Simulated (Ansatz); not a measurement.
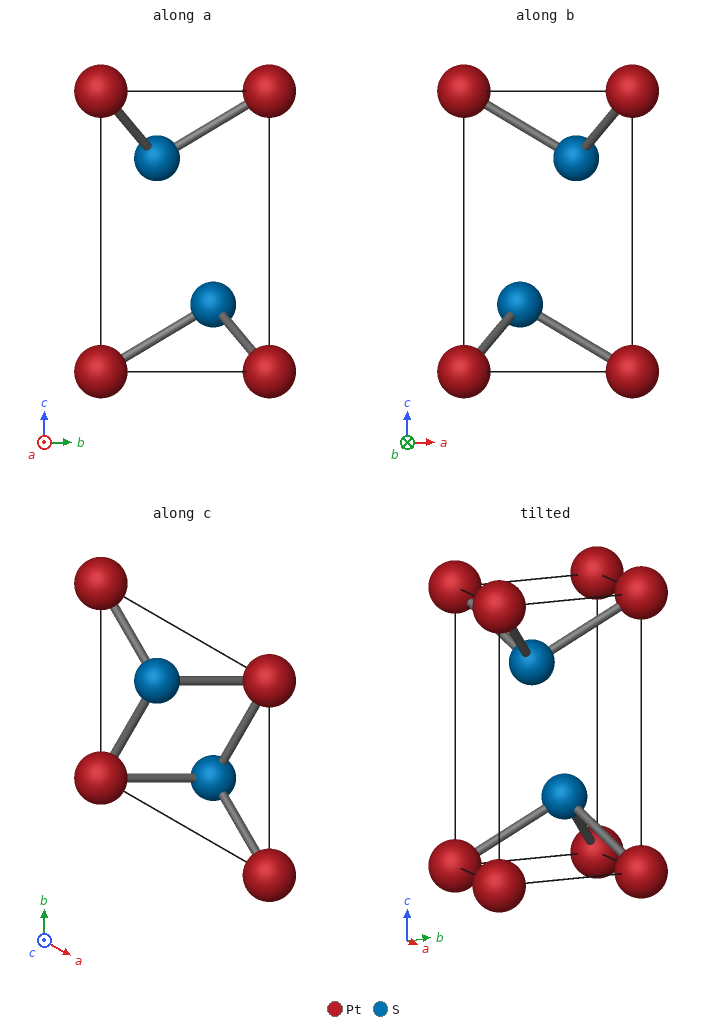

The crystal in a ball-and-stick representation, seen along the a axis, along the b axis, along the c axis and slightly off an axis. Thin lines show the conventional unit cell, with boundary atoms drawn in all their periodic places.

Lattice parameters: a = 3.5526 Å, b = 3.5526 Å, c = 5.1227 Å, α = 90.000°, β = 90.000°, γ = 120.000°.

### Give the atomic positions as a CIF in P1 with every atom of the cell, with free fractional coordinates to two decimals.

```cif
data_structure
_symmetry_space_group_name_H-M 'P 1'
_symmetry_Int_Tables_number 1
_cell_length_a 3.5526
_cell_length_b 3.5526
_cell_length_c 5.1227
_cell_angle_alpha 90.000
_cell_angle_beta 90.000
_cell_angle_gamma 120.000
_cell_volume 55.99
loop_
_atom_site_label
_atom_site_type_symbol
_atom_site_fract_x
_atom_site_fract_y
_atom_site_fract_z
_atom_site_occupancy
Pt1 Pt 0.00 0.00 0.00 1
S1 S 0.3333 0.6667 0.24 1
S2 S 0.6667 0.3333 0.76 1
```

The structure comes from a structure type filled with these elements by a generator (whether the compound takes this form wasn't checked). Earlier steps of the study, as a rule a relaxation of our own, may have changed the cell and positions, so they can lie some per cent off the listed ones. It was the input of a calculation with Ansatz.
